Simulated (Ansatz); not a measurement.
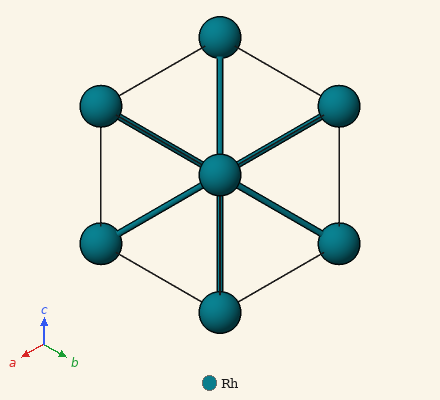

The structure, seen along [111]; the drawing may span several cells.

Structure (in its standard cell), the input geometry of an electronic-structure calculation (not necessarily at equilibrium); the starting structure was generated, so it need not be a known form of this composition:

```cif
data_structure
_symmetry_space_group_name_H-M 'P 1'
_symmetry_Int_Tables_number 1
_cell_length_a 3.0306
_cell_length_b 3.0306
_cell_length_c 3.0306
_cell_angle_alpha 90.000
_cell_angle_beta 90.000
_cell_angle_gamma 90.000
_cell_volume 27.83
loop_
_atom_site_label
_atom_site_type_symbol
_atom_site_fract_x
_atom_site_fract_y
_atom_site_fract_z
_atom_site_occupancy
Rh1 Rh 0.00000 0.00000 0.00000 1
Rh2 Rh 0.50000 0.50000 0.50000 1
```

> What does the kinematic electron diffraction pattern along [111] look like at 80 kV (B = 1 Å²)?

The spots form a hexagonal net with both shortest vectors at d = 2.14 Å, 60.0° apart. They are -1 1 0 and -1 0 1. The pattern has symmetry 6mm. No reflection of this zone is absent.

Strongest reflections with d > 0.80 Å, one of each family (|F|² from tabulated Gaussian fits of the electron scattering factors, times a small damping for the curvature of the Ewald sphere):

```tsv
hkl	d (Å)	I (strongest = 100)
1 0 -1	2.143	100
2 -1 -1	1.237	27
2 0 -2	1.071	16
3 -1 -2	0.810	5
```

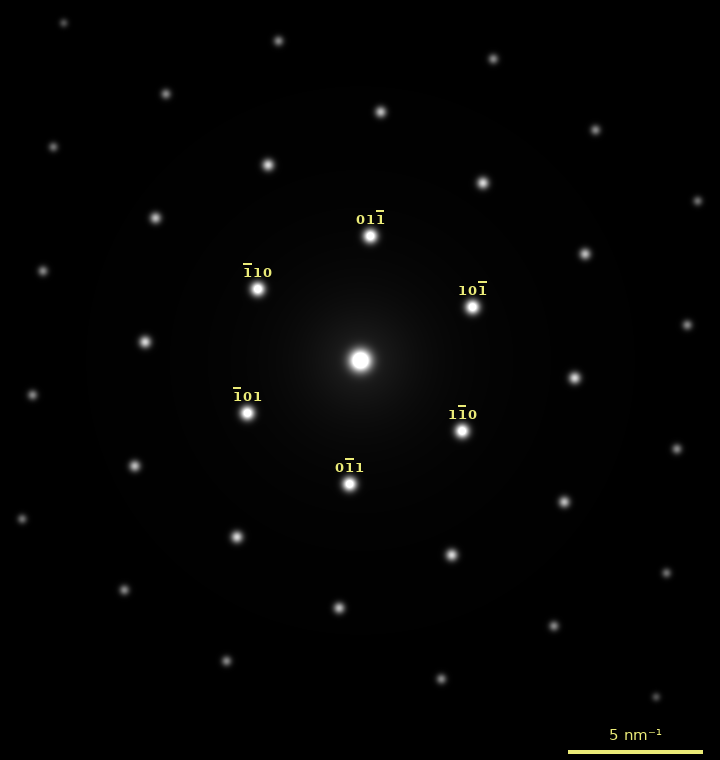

Calculated pattern, seen from the source side with [111] pointing towards the source.
